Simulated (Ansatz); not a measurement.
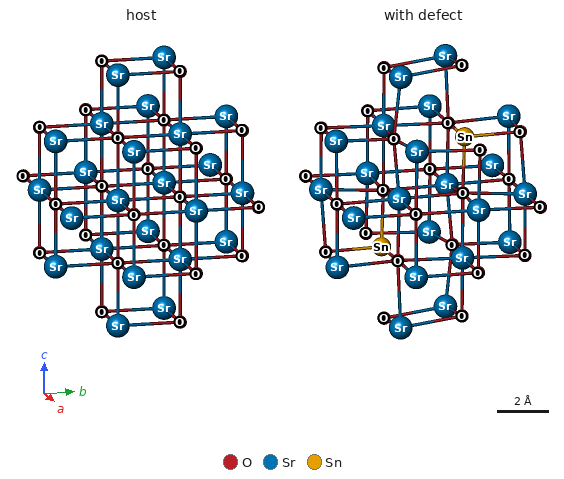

Left: perfect SrO. Right: the same region with a pair of point defects, after relaxing the atoms in a supercell of 64 sites. A ball-and-stick model of the atoms within 5.9 Å of one point, seen slightly off an axis.

Method: DFT, PBEsol, PAW, plane waves in Ansatz 0.2.0. Set-up: plane-wave cutoff 420 eV; k-point mesh 1 × 1 × 1; mesh shifted by (0.25, 0.25, 0.25); no spin polarisation. Fermi-Dirac smearing of 0.01 eV. The axes drawn are those of the host's conventional cell.

> What kind of defect was made?

Two strontium atoms are replaced by tin, the two sites 6.3 Å apart.

The charge state of the cell is 0.

> What does the relaxation do around it?

One site: in the host the Sr atom has 6 O at 2.56 Å; the Sn atom ends with 3 O at 2.25 to 2.27 Å. The other site: in the host the Sr atom has 6 O at 2.56 Å; the Sn atom ends with 3 O at 2.25 to 2.27 Å. Of the host's atoms, an oxygen atom moves furthest from its site, by 0.26 Å. The Sn atom itself moves 0.25 Å from where it was put. The Sn atom itself moves 0.25 Å from where it was put.
